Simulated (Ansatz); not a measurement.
## W in Cu(111), 2x2: scattering by a point defect

Aim: the resistance that W in Cu(111), 2x2 adds to the host.

Program: Ansatz 0.2.0. Level of theory: Ansatz plane-wave DFT, PBE, PAW files; ballistic transport by layer matching (Landauer), zero bias; PAW set soft_1. Results are calculated unless marked as measured.

### Step 1. The structure

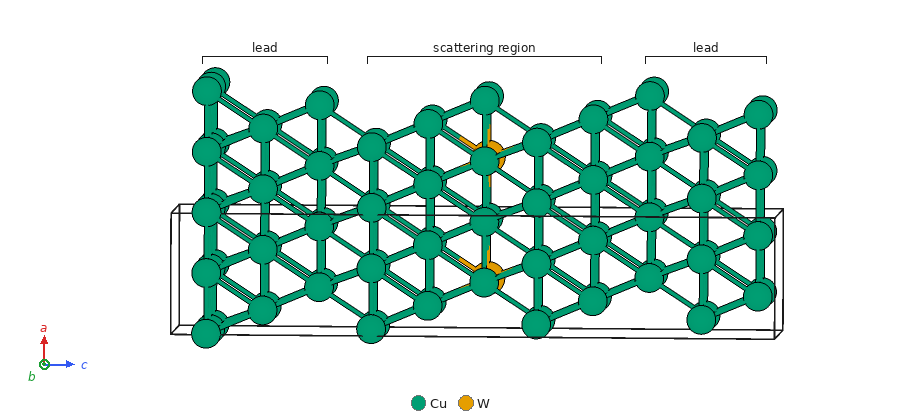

Start, viewed from the side, with the c axis across the page; copper teal, tungsten orange. 2×1×1 cells are drawn. Some periodic images of atoms are drawn too.

The cell holds 44 atoms: 43 Cu and 1 W. Cell: a = 5.112 Å, b = 5.112 Å, c = 23.005 Å, α = 86.8°, β = 93.2°, γ = 120.0°. It derives from Cu. Regions: lead, 24 atoms (24 Cu); scattering region, 20 atoms (19 Cu and 1 W). The structure is stacked along c, and the current runs across the ab planes.

### Step 2. Transmission at ideal sites

The defect sits in one plane of the supercell, all atoms on ideal sites; the layers about the cell's end are the lead. The mesh across the current, 12×12, is finer than the density's, because channels open and close sharply across the zone. Energies from -0.1 to 0.1 eV in steps of 0.05 eV are too few for the program's thermal sum, so it prints no conductance; for a metal the transmission near the Fermi level serves, at a fraction of the cost.

The input, input.yaml:

```yaml
crystal:
  lattice:
    - [5.1123254594, 0.0, 0.0]
    - [-2.5561627297, 4.4274037203, 0.0]
    - [-1.2780813649, 0.73790062, 22.9580794202]
  atoms:
    - { symbol: Cu, position: [0.0075757576, 0.9924242424, 0.0454545455] }
    - { symbol: Cu, position: [0.0075757576, 0.4924242424, 0.0454545455] }
    - { symbol: Cu, position: [0.5075757576, 0.9924242424, 0.0454545455] }
    - { symbol: Cu, position: [0.5075757576, 0.4924242424, 0.0454545455] }
    - { symbol: Cu, position: [0.1893939394, 0.3106060606, 0.1363636364] }
    - { symbol: Cu, position: [0.1893939394, 0.8106060606, 0.1363636364] }
    - { symbol: Cu, position: [0.6893939394, 0.3106060606, 0.1363636364] }
    - { symbol: Cu, position: [0.6893939394, 0.8106060606, 0.1363636364] }
    - { symbol: Cu, position: [0.3712121212, 0.1287878788, 0.2272727273] }
    - { symbol: Cu, position: [0.3712121212, 0.6287878788, 0.2272727273] }
    - { symbol: Cu, position: [0.8712121212, 0.1287878788, 0.2272727273] }
    - { symbol: Cu, position: [0.8712121212, 0.6287878788, 0.2272727273] }
    - { symbol: Cu, position: [0.053030303, 0.946969697, 0.3181818182] }
    - { symbol: Cu, position: [0.053030303, 0.446969697, 0.3181818182] }
    - { symbol: Cu, position: [0.553030303, 0.946969697, 0.3181818182] }
    - { symbol: Cu, position: [0.553030303, 0.446969697, 0.3181818182] }
    - { symbol: Cu, position: [0.2348484848, 0.2651515152, 0.4090909091] }
    - { symbol: Cu, position: [0.2348484848, 0.7651515152, 0.4090909091] }
    - { symbol: Cu, position: [0.7348484848, 0.2651515152, 0.4090909091] }
    - { symbol: Cu, position: [0.7348484848, 0.7651515152, 0.4090909091] }
    - { symbol: W, position: [0.4166666667, 0.0833333333, 0.5] }
    - { symbol: Cu, position: [0.4166666667, 0.5833333333, 0.5] }
    - { symbol: Cu, position: [0.9166666667, 0.0833333333, 0.5] }
    - { symbol: Cu, position: [0.9166666667, 0.5833333333, 0.5] }
    - { symbol: Cu, position: [0.0984848485, 0.9015151515, 0.5909090909] }
    - { symbol: Cu, position: [0.0984848485, 0.4015151515, 0.5909090909] }
    - { symbol: Cu, position: [0.5984848485, 0.9015151515, 0.5909090909] }
    - { symbol: Cu, position: [0.5984848485, 0.4015151515, 0.5909090909] }
    - { symbol: Cu, position: [0.2803030303, 0.2196969697, 0.6818181818] }
    - { symbol: Cu, position: [0.2803030303, 0.7196969697, 0.6818181818] }
    - { symbol: Cu, position: [0.7803030303, 0.2196969697, 0.6818181818] }
    - { symbol: Cu, position: [0.7803030303, 0.7196969697, 0.6818181818] }
    - { symbol: Cu, position: [0.4621212121, 0.0378787879, 0.7727272727] }
    - { symbol: Cu, position: [0.4621212121, 0.5378787879, 0.7727272727] }
    - { symbol: Cu, position: [0.9621212121, 0.0378787879, 0.7727272727] }
    - { symbol: Cu, position: [0.9621212121, 0.5378787879, 0.7727272727] }
    - { symbol: Cu, position: [0.1439393939, 0.8560606061, 0.8636363636] }
    - { symbol: Cu, position: [0.1439393939, 0.3560606061, 0.8636363636] }
    - { symbol: Cu, position: [0.6439393939, 0.8560606061, 0.8636363636] }
    - { symbol: Cu, position: [0.6439393939, 0.3560606061, 0.8636363636] }
    - { symbol: Cu, position: [0.3257575758, 0.1742424242, 0.9545454545] }
    - { symbol: Cu, position: [0.3257575758, 0.6742424242, 0.9545454545] }
    - { symbol: Cu, position: [0.8257575758, 0.1742424242, 0.9545454545] }
    - { symbol: Cu, position: [0.8257575758, 0.6742424242, 0.9545454545] }
kpoints:
  mp_grid: { grid: [5, 5, 1] }
hamiltonian:
  xc: pbe
  pseudopotentials: { kind: paw, azcp: { folder: soft_1 } }
scf:
  occupations: { method: fermi_dirac, width: 0.1 }
output:
  transmission: { leads: [[0, 4]], kmesh: [12, 12], e_range: [-0.1, 0.1], de: 0.05 }
  write_potential: true
  write_density: true
  volumetric_format: npy
  elf: true
```

Launch:

```bash
$ ansatz run input.yaml --threads 4 --pin off --max-ram 15360MiB --backend cpu --events-out ev --progress --plain --runs-dir out
```

Numbers of over 12 decimals in the logs are rounded to 6 here.

Output:

```text
Engine: ansatz 0.2.0, aarch64-unknown-linux-gnu
Pseudopotentials: kind: paw
Pseudopotential: Cu, paw, valence charge 19, recommended cutoff 420 eV (normal), soft_1/Cu.paw.azcp
Pseudopotential: W, paw, valence charge 14, recommended cutoff 420 eV (normal), soft_1/W.paw.azcp
Functional definition: PBE
  parameter kappa = 0.804
  parameter beta = 0.066725
  exchange = pbe_x(kappa = kappa, mu = beta*pi^2/3)
  correlation = pbe_c(beta = beta)
Crystal: 44 atoms, lattice volume = 519.641 Å³
Basis set: ecut = 420 eV, 10219 PW (Γ)
Bands: 499, of which v1, the nominal top of the filled ones, is band 416 counted from 1 (415 counted from 0)
Symmetry: 4 space group operations
Space group: C2/m (ITA 12), of the structure as read, at distance tolerance 8.0e-5 Å
k-points: 9 of 25
Non-local potential: Cu, projectors of the file, l = 0: 3, l = 1: 2, l = 2: 3, l = 3: 1
Non-local potential: W, projectors of the file, l = 0: 3, l = 1: 2, l = 2: 2, l = 3: 1
PAW form: soft (Blöchl's): semilocal exchange-correlation on the pseudo side does not see the compensation charge
PAW one-centre angular grid: Cu, 590 points (default); XC on 64 Gauss nodes
PAW one-centre angular grid: W, 590 points (default); XC on 64 Gauss nodes
Initial density: superposition of atomic densities (chi_scale 0.1, normalization cell, long waves 89 % of neutral atoms (reshape's long-wave potential 1.89 eV rms, cloud 2.94 Å wide))
Initial wavefunctions: pseudopotential atomic-orbital guess
Functional: x = pbe(κ = 0.804, μ = 0.219515), c = pbe(β = 0.066725)
SCF iter   1: F=—  HF=-295307.243036 eV  |F-HF|=—  |Δ(HF+E_count)|=         —  Δρ=2.74e-1  dr2=3.45e2  ethr=3.10e-3  ⟨swp⟩=4.7  Hψ=13267  notcnv=0  defer=13
preconditioner: auto → Kerker (q_TF=auto, 2.950 Å⁻¹)  [metal: Δε(μ)=0.018 eV  Ē_g=9.035 eV  σ=0.100 eV  W_gap=0.04  n_scr=240 (ndim 8)  ℏωp=35.7 eV  f_vac=0.000  D(μ)=23.97/eV (n_scr^D=226)]
SCF iter   2: F=—  HF=-295274.056756 eV  |F-HF|=—  |Δ(HF+E_count)|=    3.32e1  Δρ=8.23e-2  dr2=8.05e1  ethr=3.10e-3  ⟨swp⟩=2.0  Hψ=8418  notcnv=0  defer=504
SCF iter   3: F=—  HF=-295267.849802 eV  |F-HF|=—  |Δ(HF+E_count)|=    6.21e0  Δρ=4.83e-2  dr2=1.66e1  ethr=3.10e-3  ⟨swp⟩=2.0  Hψ=5312  notcnv=0  defer=529
SCF iter   4: F=—  HF=-295266.115781 eV  |F-HF|=—  |Δ(HF+E_count)|=    1.73e0  Δρ=1.24e-2  dr2=5.39e0  ethr=2.00e-3  ⟨swp⟩=2.0  Hψ=6134  notcnv=0  defer=529
SCF iter   5: F=—  HF=-295266.417258 eV  |F-HF|=—  |Δ(HF+E_count)|=   3.01e-1  Δρ=7.40e-3  dr2=2.93e0  ethr=6.48e-4  ⟨swp⟩=1.9  Hψ=5238  notcnv=0  defer=529
SCF iter   6: F=—  HF=-295266.444479 eV  |F-HF|=—  |Δ(HF+E_count)|=   2.72e-2  Δρ=8.62e-3  dr2=1.63e0  ethr=3.53e-4  ⟨swp⟩=1.1  Hψ=3965  notcnv=0  defer=529
SCF iter   7: F=—  HF=-295266.416137 eV  |F-HF|=—  |Δ(HF+E_count)|=   2.83e-2  Δρ=2.57e-3  dr2=1.34e-1  ethr=1.96e-4  ⟨swp⟩=1.0  Hψ=3956  notcnv=0  defer=529
SCF iter   8: F=—  HF=-295266.412153 eV  |F-HF|=—  |Δ(HF+E_count)|=   3.98e-3  Δρ=1.21e-3  dr2=5.38e-2  ethr=1.61e-5  ⟨swp⟩=1.3  Hψ=3959  notcnv=0  defer=529
SCF iter   9: F=—  HF=-295266.410601 eV  |F-HF|=—  |Δ(HF+E_count)|=   1.55e-3  Δρ=6.87e-4  dr2=3.74e-3  ethr=6.47e-6  ⟨swp⟩=2.0  Hψ=4004  notcnv=0  defer=529
SCF iter  10: F=—  HF=-295266.410342 eV  |F-HF|=—  |Δ(HF+E_count)|=   2.58e-4  Δρ=1.28e-4  dr2=9.69e-5  ethr=4.50e-7  ⟨swp⟩=2.0  Hψ=5938  notcnv=0  defer=529
SCF iter  11: F=—  HF=-295266.410260 eV  |F-HF|=—  |Δ(HF+E_count)|=   8.28e-5  Δρ=1.22e-4  dr2=8.27e-5  ethr=1.17e-8  ⟨swp⟩=2.0  Hψ=7747  notcnv=0  defer=532
SCF iter  12: F=—  HF=-295266.410262 eV  |F-HF|=—  |Δ(HF+E_count)|=   2.75e-6  Δρ=8.22e-5  dr2=5.50e-5  ethr=9.96e-9  ⟨swp⟩=2.0  Hψ=7391  notcnv=0  defer=532
SCF iter  13: F=—  HF=-295266.410258 eV  |F-HF|=—  |Δ(HF+E_count)|=   4.43e-6  Δρ=1.86e-5  dr2=8.68e-6  ethr=6.62e-9  ⟨swp⟩=2.0  Hψ=5594  notcnv=0  defer=532
SCF iter  14: F=—  HF=-295266.410258 eV  |F-HF|=—  |Δ(HF+E_count)|=   1.74e-7  Δρ=1.08e-5  dr2=7.70e-7  ethr=1.04e-9  ⟨swp⟩=1.4  Hψ=3967  notcnv=0  defer=532
SCF iter  15: F=—  HF=-295266.410258 eV  |F-HF|=—  |Δ(HF+E_count)|=   7.19e-8  Δρ=5.44e-6  dr2=3.96e-7  ethr=9.26e-11  ⟨swp⟩=2.0  Hψ=6432  notcnv=0  defer=532
SCF iter  16: F=-295266.410258 eV  HF=-295266.410258 eV  |F-HF|=9.60e-9  |Δ(HF+E_count)|=   2.28e-8  Δρ=1.13e-6  dr2=1.18e-8  ethr=1.20e-11  ⟨swp⟩=6.3  Hψ=17759  notcnv=0
SCF 1 converged in 16 iterations: F = -295266.410258 eV  dr2 = 1.18e-8
  greatest PAW one-centre occupation: 1.000 electrons in one spin orbital (limit 2), on the Cu atom at site 25 (counted from 0), in its partial waves of l = 0
transmission: 151 of 1505 steps passed
transmission: 303 of 1505 steps passed
[...]
transmission: 1505 of 1505 steps passed
SCF converged after 16 iterations
Free energy (F): -295266.410258 eV
Harris-Foulkes:  -295266.410258 eV  (|F-HF|=9.60e-9)
Internal energy: -295265.764657 eV  (E = F + TS)
E sigma→0 (E₀):  -295266.087458 eV
Entropy (-TS):   -0.645601 eV (-14.673 meV/atom)
Fermi energy:    16.688534 eV
--- Per-component energies (eV) ---
  E_band       = -15713.684999
  E_kinetic    = 11686.481782
  E_local      = -194568.250496  (includes V_loc(G=0)·N_el)
  E_nonlocal   = 38209.085684
  E_hartree    = 82513.201646
  E_xc         = -3240.894014
  E_vxc        = -4070.880766  (∫ρ·V_xc dr)
  E_paw        = -86597.701024  (= ΣΔE_a)
  E_vpaw       = -31996.550354  (= ΣTr[D̂ρ^β])
  E_aug_tail   = 0.044363  (compensation charges beyond the density's cutoff)
  E_ewald      = -143267.732600
  E_smearing   = -0.645601  (= −TS)
  E_closure    = 0.000000  (closes the sum)
  Σ components = -295266.410258   (vs F -295266.410258, Δ=0.00e0)
--- Band table (eV; the first three rows and the last of 9) ---
  k-point 0: bands = [... 412 lower, 16.7344, 16.9319, 16.9739, 17.0478, 17.1955, 17.2527, 17.3042, 17.4692, ... 79 higher]
  k-point 1: bands = [... 412 lower, 16.4278, 16.5148, 16.5636, 16.6230, 16.7130, 16.7852, 16.8765, 16.9949, ... 79 higher]
  k-point 2: bands = [... 412 lower, 16.4563, 16.5010, 16.5413, 16.6222, 16.6943, 16.7823, 16.8324, 17.0620, ... 79 higher]
  k-point 8: bands = [... 412 lower, 16.4504, 16.4934, 16.5186, 16.5935, 16.6495, 16.8438, 16.8645, 16.9073, ... 79 higher]
--- Transmission ---
  basis      : 199 plane waves across, 35 finite elements along
  points     : 43, standing for a mesh of 12 x 12
  energies   : 5 from -0.100000 to 0.100000 eV about the Fermi level, 0.050000 eV apart; the leads are filled to 0.000000 eV, and channels, transmission and decay are at 0.000000 eV
  crystal 0  : Cu4, at the sites [0, 4], period 2.0871 Å, over 20.87 Å; its Hamiltonian steps by up to 5.3 meV
    offset         : up to 0.0000 Å between an atom of the period and one for which it stands
    channels       : 3.145833e0 a spin
    conductance    : none, the energies end too early or step too widely for 300 K: set another output.transmission.e_range or a lower de, or, where they end at an eighth of basis.ecutwfc, a higher one
  junction   : crystal 0 to crystal 0, 0.70 to 21.57 Å
    transmission   : 1.275724e0 a spin
    conductance    : none, the energies end too early or step too widely for 300 K: set another output.transmission.e_range or a lower de, or, where they end at an eighth of basis.ecutwfc, a higher one
```

The job ended after 5.6 min (4 threads of Arm Neoverse V2, shared host; peak memory 5.1 GiB).

In the SCF lines HF is the Harris–Foulkes energy and dr2 the Hartree energy of the density residual, in eV; the loop may stop once dr2 is under the threshold and the program's other checks hold. Hψ counts applications of the Hamiltonian.

This run has no spin polarisation although its electron count is odd.

This step gave:

```
free energy                                    : -295266.4103 eV
energy at zero smearing                        : -295266.0875 eV
Fermi energy                                   : 16.69 eV
cell area                                      : 22.63 Å²
transmission per spin nearest the Fermi level  : 1.276
open channels per spin nearest the Fermi level : 3.146
step of the lead's potential                   : 5.3 meV
```

Per spin. Table of transmission, zone mean by energy, zero at the Fermi level:

```
energy (eV)  transmission, zone mean
    -0.1000                     1.19
    -0.0500                     1.27
     0.0000                     1.28
     0.0500                     1.26
     0.1000                     1.24
```

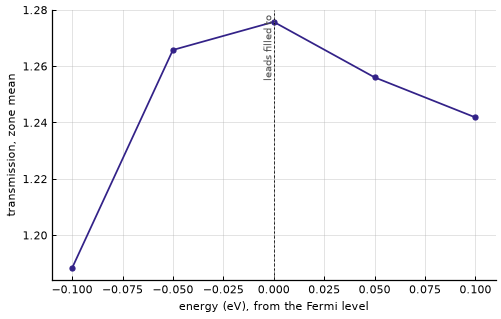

Transmission, zone mean, plotted against energy.

Per spin. The open channels, zone mean, lead stays at 3.15 for energy from -0.1 to 0.1 eV.

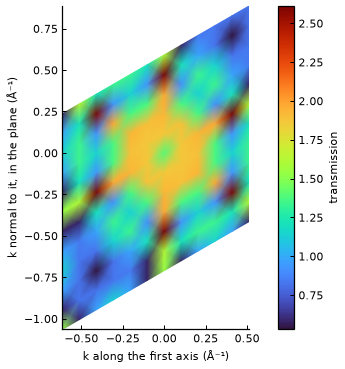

Transmission over k1 and k2. At 0.0000 eV from the Fermi level.

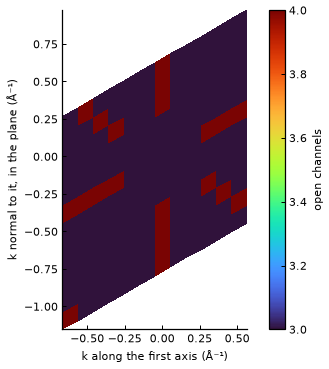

Open channels over k1 and k2. At 0.0000 eV from the Fermi level.

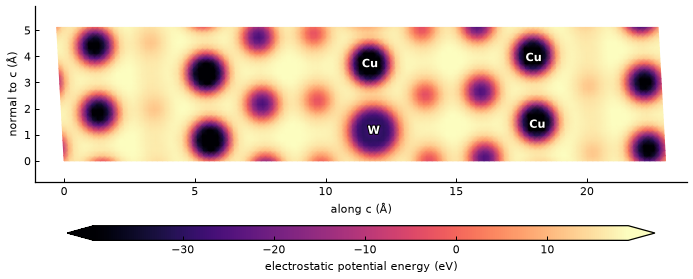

Electrostatic potential energy in the ca plane at fractional y = 0.083, with atoms of W and Cu within 0.2 Å of it. With pseudopotentials it is smooth inside the atoms' cores, unlike the true potential. The map starts off the cell's origin, so that atoms lie inside it.

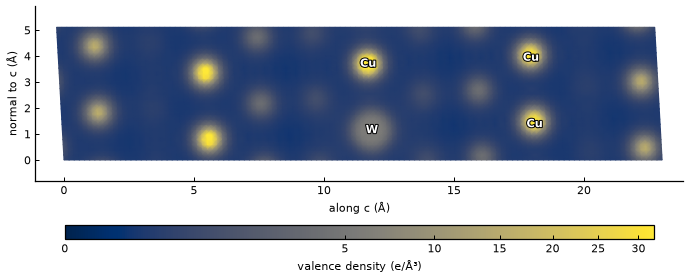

Valence density in the ca plane at fractional y = 0.083, with atoms of W and Cu within 0.2 Å of it. It is the smooth field of the valence electrons, not physical close to the nuclei. The map starts off the cell's origin, so that atoms lie inside it. The colour scale is stretched toward low values.

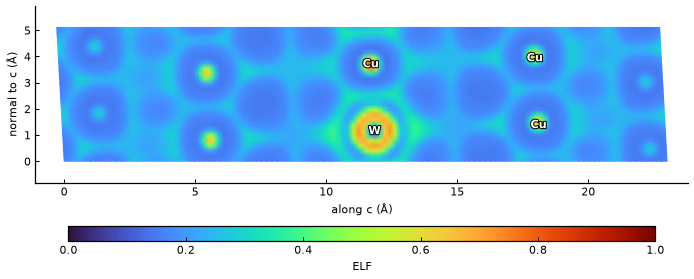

ELF in the ca plane at fractional y = 0.083, with atoms of W and Cu within 0.2 Å of it. It is the smooth field of the valence electrons, not physical close to the nuclei. The map starts off the cell's origin, so that atoms lie inside it.

Over the solved energies the transmission per spin lies between 1.19 and 1.28, out of 3.15 channels of the lead on average (up to 3.15).

### Step 3. Resistance at ideal sites

This step: Ansatz plane-wave DFT, PBE, PAW files; ballistic transport by layer matching (Landauer), zero bias; area resistance of the defect plane and resistivity an atomic per cent; PAW set soft_1 (Ansatz 0.2.0).

Numbers from this step:

```
area resistance                                                                                 : 1.379 fΩ m²
T over the leads' mean channel count                                                            : 0.4024
resistivity per at.% scaled from this dense plane, with the factor 3/4 for isotropic scattering : 19.82 µΩ cm
```

Averaged over the energies near the Fermi level, 40.2 % of the channels pass, which makes 1.38 fΩ m².

By hand, with T and the leads' channels N averaged over the energies near the Fermi level: RA = A (h/2e²)(1/T − 1/N) = 22.63×10⁻²⁰ m² × 12 906 Ω × (1/1.266 − 1/3.146) = 1.38 fΩ m². Per atomic per cent: RA × A / V_atom × 0.01 × 3/4 = 19.8 µΩ cm, with the host's V_atom = 11.81 Å³.

### Step 4. Outcome

```yaml
share_of_channels_that_pass_rigid: 0.402
area_resistance_rigid: 1.38 fΩ m²
resistivity_per_at_from_the_area_resistance_times_3_over_4_rigid: 19.8 µΩ cm
```

**Reading.** The plane of defects adds 1.4 fΩ m². Scaled to one atomic per cent that is 26 µΩ cm as it stands and 20 with the factor 3/4 for isotropic scattering on a spherical Fermi surface; with the reflection in place of the resistance taken as linear in the density it would be 8.0. These are rough estimates of the dilute value, not bounds. One W in each 2x2 cell reflects 60 % of the lead's channels. The defects form a dense periodic sheet that scatters coherently, unlike a dilute random alloy. T and N are means over the solved energies nearest the Fermi level. Spin-orbit coupling is left out, which matters for W.

[Logs are printed without paths, hosts, clocks, repeated set-up lines and the standing remarks that a program may print on its own settings, such as how far it seeks lower states.]

[Hosts, paths, dates, database ids (printed as entryN), source tags and the programs' standing remarks are cut or masked in the printed files.]
